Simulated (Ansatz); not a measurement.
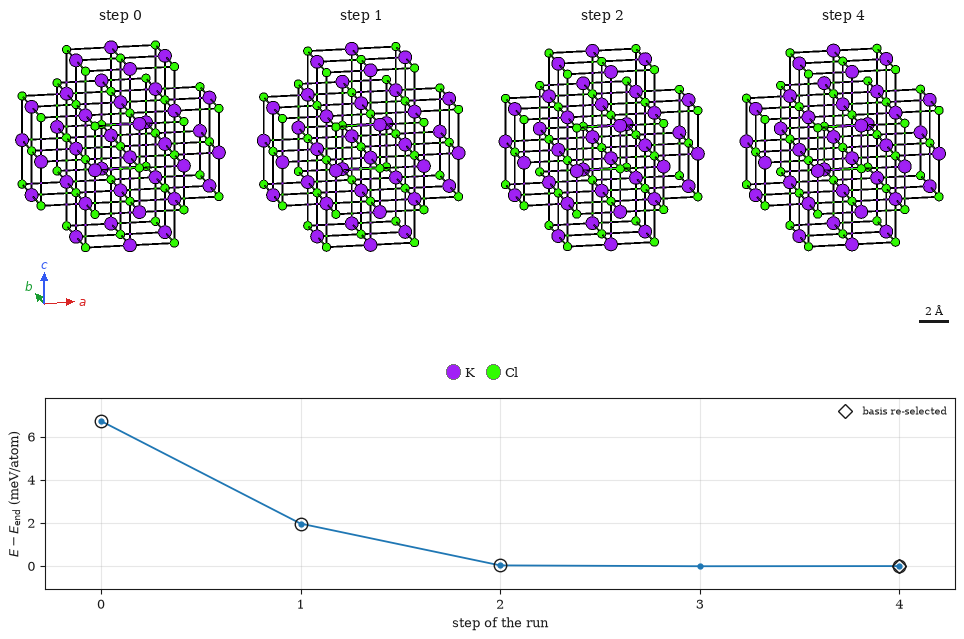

Frames of a relaxation of solid KCl (built on the measured structure type), marked on the history of the run. The picture is a ball-and-stick view of the conventional cell (4 times the calculation's cell), seen slightly off an axis. Lengths and directions refer to the drawn axes.

The calculation used DFT, PBEsol, plane waves, PAW in Ansatz. (plane-wave cutoff 420 eV; k-point mesh 6 × 6 × 6; occupations fermi dirac; smearing width 0.02 eV; no spin polarisation; cell and atoms relaxed; force threshold 0.005 eV/Å)

Q: Describe the path.

A: The energy falls by 6.7 meV per atom in 3 accepted moves (4 points after the start). All forces vanish by symmetry, so only the cell relaxes. Pressure: −1.01 GPa at the start and 0.00 GPa at the end. At 1 point the geometry stayed and the basis and grid were re-selected for the new cell (energy shift of less than 0.05 meV per atom at most each time). The atoms keep their places relative to the cell (all moves are under 0.005 Å). Cell: a = b = c 6.378 → 6.243 Å (−2.1 %). Volume −6.2 %. Among the contacts that change: Cl–K 3.189 → 3.122 Å. The space group stays Fm-3m (No. 225). The run took roughly 8 core-seconds on a shared host. From step 0 to 1: volume −2.9 %, energy −4.8 meV per atom. From step 1 to 2: volume −3.8 %, energy −1.9 meV per atom. From step 2 to 4: volume +0.5 %, energy 0.0 meV per atom.

```tsv
step	E − E(0), meV/atom	pressure, GPa	volume, Å³/atom	note
0	0.00	-1.01	32.437	
1	-4.76	-0.58	31.483	
2	-6.70	0.09	30.281	
3	-6.74	0.00	30.418	
4	-6.73	0.00	30.418	same geometry, new basis
```
